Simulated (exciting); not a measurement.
**A series of single points on Ca**

System: Ca (I4/mmm, 1 atom in the cell).
Method: Kohn-Sham DFT of a periodic cell, PBEsol, all-electron LAPW+lo, shipped species files, no spin polarisation (exciting sodium).

The 7 runs differ only in the geometry, by an even scaling of the cell at fixed fractional positions. The structure derives from a Materials Project entry.

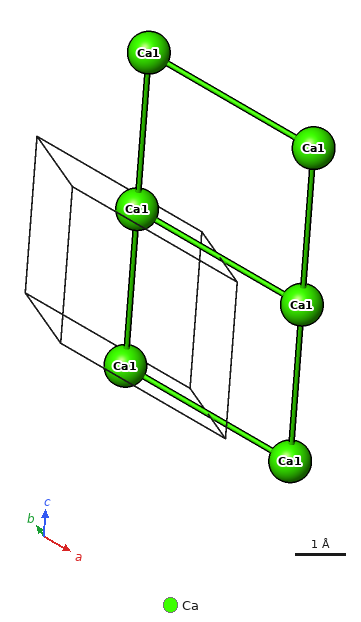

Figure 1. The structure of run 4 (ball-and-stick view of the cell of the calculation, repeated 2 × 1 × 2, seen slightly off an axis; atoms are numbered from 1 in the order of the input).

### Input of run 4
```
<input>
  <title>Ca</title>
  <structure speciespath="./" tshift="false">
    <crystal scale="1">
      <basevect>-4.167233316486 4.167233316486 4.150055529135</basevect>
      <basevect>4.167233316486 -4.167233316486 4.150055529135</basevect>
      <basevect>4.167233316486 4.167233316486 -4.150055529135</basevect>
    </crystal>
    <species speciesfile="Ca.xml" rmt="2.2">
      <atom coord="0.500000000000 0.500000000000 0.000000000000"/>
    </species>
  </structure>
  <groundstate do="fromscratch" ngridk="9 9 9" rgkmax="8.5" gmaxvr="14" lmaxapw="10" lmaxmat="10" lmaxvr="8" xctype="GGA_PBE_SOL" stype="Fermi Dirac" swidth="0.00183747" nempty="8" ValenceRelativity="iora*" epsengy="1e-05" epspot="1e-05" maxscl="60" tforce="true" outputlevel="normal"/>
</input>
```

Command:
```bash
OMP_NUM_THREADS=1 exciting_smp
```

Run 2 has the same physical settings and fractional positions; its lattice vectors (Å) are:
```
  -2.175401    2.175401    2.166434
   2.175401   -2.175401    2.166434
   2.175401    2.175401   -2.166434
```

### Results, with one run withheld

| run | volume per atom (Å³) | free energy per atom, from the lowest run given (meV) |
| --- | --- | --- |
| 1 | 40.155 | 0.00 |
| 2 | 41.009 | ? |
| 3 | 41.864 | 2.04 |
| 4 | 42.718 | 5.67 |
| 5 | 43.573 | 10.78 |
| 6 | 44.427 | 17.26 |
| 7 | 45.281 | 25.20 |

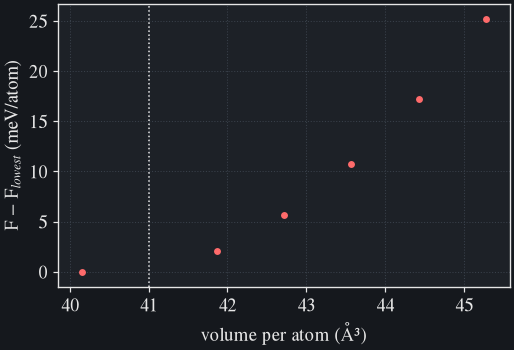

Figure 2. Free energy per atom of the runs given; the dotted line marks run 2.

Fit the runs given and predict run 2.

A cubic polynomial in V^(−2/3) (the Birch–Murnaghan form), fitted to the 6 runs given, misses them by at most 0.04 meV per atom. With x = V^(−2/3) − 0.08154 Å⁻², it reads F = 6.8705 − 4413.4 x + 7.1342e+05 x² − 6.6223e+06 x³ (meV per atom). At run 2 it gives 0.15 meV per atom, and the run itself gives 0.13. The fit has its minimum at 40.510 Å³ per atom, where V d²F/dV² gives 16.4 GPa. Cell shape and fractional positions are held, so this is the stiffness under even scaling; the relaxed bulk modulus wasn't computed.

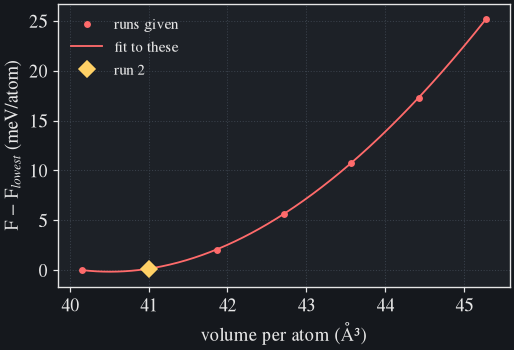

Figure 3. The fit and the withheld run.

### Some lines of the output (run 2)
```
[...]
 Total energy                               :      -679.54844908
 Fermi energy                               :         0.12840459
 DOS at Fermi energy (states/Ha/cell)       :        55.25478046
 Absolute change in total energy   (target) :  0.366127E-03  ( 0.100000E-04)
 Total energy                               :      -679.54845746
 Fermi energy                               :         0.12840466
 DOS at Fermi energy (states/Ha/cell)       :        55.25475209
 Absolute change in total energy   (target) :  0.838670E-05  ( 0.100000E-04)
 Total energy                               :      -679.54846365
 Fermi energy                               :         0.12840465
 DOS at Fermi energy (states/Ha/cell)       :        55.25477493
 Absolute change in total energy   (target) :  0.618885E-05  ( 0.100000E-04)
 Total energy                               :      -679.54846336
 DOS at Fermi energy (states/Ha/cell)       :        55.25477590
```
